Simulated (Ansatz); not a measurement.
# KBr: 6 runs along one coordinate

System: KBr (Fm-3m, 2 atoms in the cell).
Method: Kohn-Sham DFT of a periodic cell, PBE, Ansatz PAW, no spin polarisation (Ansatz 0.2.0).

The 6 runs differ only in the geometry, by an even scaling of the cell at fixed fractional positions. The structure derives from an entry of the Crystallography Open Database.

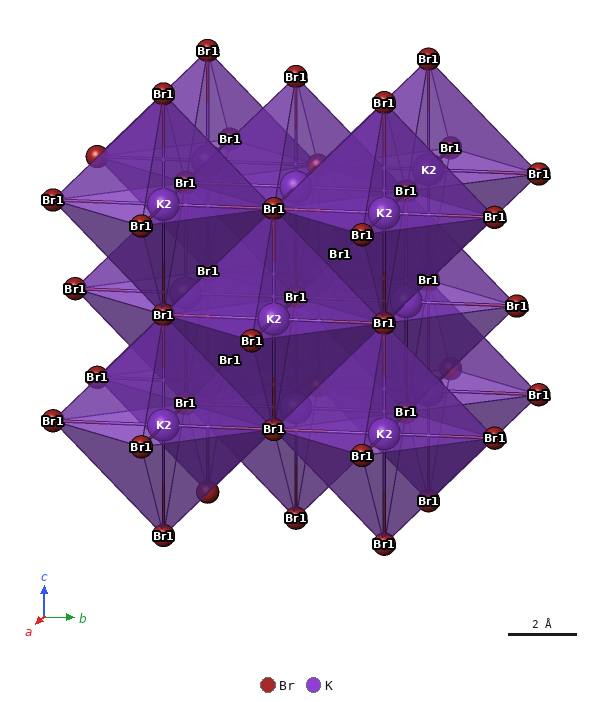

Figure 1. The structure of run 4 (polyhedral view of the cell 4 times as large as that of the calculation, set on its symmetry axes, seen slightly off an axis; polyhedra are completed across the faces of the cell; atoms are numbered from 1 in the order of the input).

**Input of run 4**
```yaml
crystal:
  lattice:
    - [0.0, 3.3218549415, 3.3218549415]
    - [3.3218549415, 0.0, 3.3218549415]
    - [3.3218549415, 3.3218549415, 0.0]
  atoms:
    - { symbol: Br, position: [0.5, 0.5, 0.5] }
    - { symbol: K, position: [0.0, 0.0, 0.0] }
hamiltonian:
  xc: pbe
  pseudopotentials: { kind: paw }
kpoints:
  mp_grid: { grid: [7, 7, 7] }
scf:
  occupations: { method: fermi_dirac, width: 0.05 }
output:
  forces: true
  stress: true
  eigenvalues: true
```

Command:
```bash
ansatz run input.yaml --threads 1 --pin off --max-ram 2560MiB --backend cpu --events-out ev --progress --plain --runs-dir out
```

Lattice vectors (Å) and fractional positions of run 4:
```
   0.000000    3.321855    3.321855
   3.321855    0.000000    3.321855
   3.321855    3.321855    0.000000
Br  0.500000  0.500000  0.500000
K   0.000000  0.000000  0.000000
```

Run 2 differs from it as follows:
```diff
-    - [0.0, 3.3218549415, 3.3218549415]
-    - [3.3218549415, 0.0, 3.3218549415]
-    - [3.3218549415, 3.3218549415, 0.0]
+    - [0.0, 3.2553999381, 3.2553999381]
+    - [3.2553999381, 0.0, 3.2553999381]
+    - [3.2553999381, 3.2553999381, 0.0]
```

**Results, with one run withheld**

```tsv
run	volume per atom (Å³)	free energy per atom, from the lowest run given (meV)	pressure (GPa)	gap on the mesh (eV)
1	33.781	20.91	1.92	4.61
2	34.500	?	?	?
3	35.218	7.64	1.07	4.49
4	36.656	1.14	0.40	4.38
5	37.374	0.00	0.11	4.33
6	38.093	0.07	−0.14	4.28
```

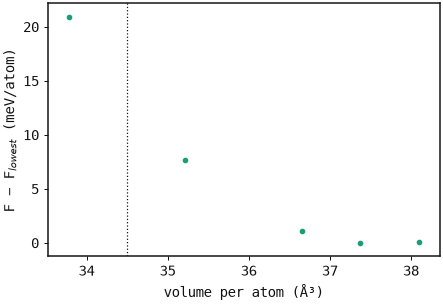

Figure 2. Free energy per atom of the runs given; the dotted line marks run 2.

Estimate the energy of run 2 from the others.

A cubic polynomial in V^(−2/3) (the Birch–Murnaghan form), fitted to the 5 runs given, misses them by under 0.01 meV per atom. With x = V^(−2/3) − 0.09144 Å⁻², it reads F = 2.685 + 2269.3 x + 4.6532e+05 x² + 1.9512e+06 x³ (meV per atom). At run 2 it gives 13.33 meV per atom, and the run itself gives 13.33. The slope of the fit gives a pressure −dF/dV of 1.47 GPa there, and the run prints 1.47 GPa. The fit has its minimum at 37.687 Å³ per atom, where V d²F/dV² gives 13.5 GPa: the bulk modulus at this level, since symmetry fixes the shape and the positions. The gap on the mesh goes, without turning, from 4.61 eV in run 1 to 4.28 eV in run 6; run 2 has 4.55 eV. These are gaps of this functional on this mesh, which can miss the band edges; they aren't the measured gap.

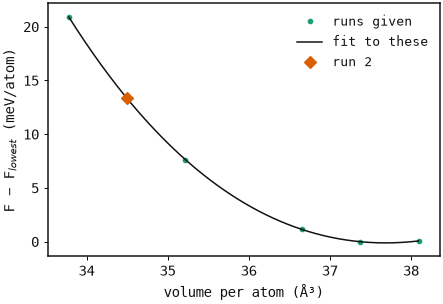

Figure 3. The fit and the withheld run.

**Output, shortened to warnings, some set-up lines, iterations and results (run 2)**
```
Basis set: ecut = 420 eV, 1363 PW (Γ), exchange–correlation on 64×64×64 points (8 copies of the dense FFT grid, shifted against one another)
Symmetry: 48 space group operations
k-points: 20 of 343
Initial density: superposition of atomic densities (neutral atoms: chi_scale 0, normalization atom), corrected by the library's trained network
[...]
SCF iter   1: F=—  HF=-4324.477330 eV  |F-HF|=—  |Δ(HF+E_count)|=         —  Δρ=1.63e-4  dr2=1.33e-5  ethr=1.77e-3  ⟨swp⟩=6.5  Hψ=1617  notcnv=0
SCF iter   2: F=—  HF=-4324.477147 eV  |F-HF|=—  |Δ(HF+E_count)|=   1.83e-4  Δρ=1.84e-4  dr2=3.96e-5  ethr=8.29e-8  ⟨swp⟩=3.4  Hψ=719  notcnv=0
SCF iter   3: F=—  HF=-4324.477143 eV  |F-HF|=—  |Δ(HF+E_count)|=   4.58e-6  Δρ=5.13e-5  dr2=1.24e-6  ethr=8.29e-8  ⟨swp⟩=2.0  Hψ=380  notcnv=0
SCF iter   4: F=—  HF=-4324.477147 eV  |F-HF|=—  |Δ(HF+E_count)|=   4.45e-6  Δρ=2.37e-5  dr2=3.75e-7  ethr=7.77e-9  ⟨swp⟩=2.0  Hψ=380  notcnv=0
SCF iter   5: F=-4324.477148 eV  HF=-4324.477148 eV  |F-HF|=6.07e-9  |Δ(HF+E_count)|=   5.54e-7  Δρ=9.21e-6  dr2=7.73e-8  ethr=2.35e-9  ⟨swp⟩=2.0  Hψ=300  notcnv=0
SCF iter   6: F=-4324.477148 eV  HF=-4324.477148 eV  |F-HF|=3.25e-9  |Δ(HF+E_count)|=   3.00e-8  Δρ=2.24e-6  dr2=5.56e-9  ethr=4.83e-10  ⟨swp⟩=3.3  Hψ=1001  notcnv=0
SCF 1 converged in 6 iterations: F = -4324.477148 eV  dr2 = 5.56e-9
SCF converged after 6 iterations
Free energy (F): -4324.477148 eV
Harris-Foulkes:  -4324.477148 eV  (|F-HF|=3.25e-9)
Internal energy: -4324.477148 eV  (E = F + TS)
E sigma→0 (E₀):  -4324.477148 eV
Fermi energy:    3.689915 eV
--- Per-component energies (eV) ---
  E_band       = -128.630623
  E_kinetic    = 388.986078
  E_local      = -822.201241  (includes V_loc(G=0)·N_el)
  E_nonlocal   = 82.953521
  E_hartree    = 265.980044
  E_xc         = -400.840318
  E_vxc        = -269.934635  (∫ρ·V_xc dr)
  E_paw        = -3028.409311  (= ΣΔE_a)
  E_vpaw       = -40.393528  (= ΣTr[D̂ρ^β])
  E_aug_tail   = -0.000003  (compensation charges beyond the density's cutoff)
  E_ewald      = -810.945918
  E_smearing   = -0.000000  (= −TS)
  E_closure    = -0.000000  (closes the sum)
  Σ components = -4324.477148   (vs F -4324.477148, Δ=0.00e0)
--- Forces (eV/Å), atoms counted from 1 ---
  atom   1  Br     0.00000000    -0.00000000     0.00000000
  atom   2  K     -0.00000000     0.00000000    -0.00000000
  max |Σ_I F_I| component: 3.98e-30 eV/Å
--- Stress (GPa, compression-positive) ---
        1.471365       0.000000       0.000000
       -0.000000       1.471365       0.000000
       -0.000000      -0.000000       1.471365
  P = ⅓ Tr σ = 1.4714 GPa (14.714 kbar)
```
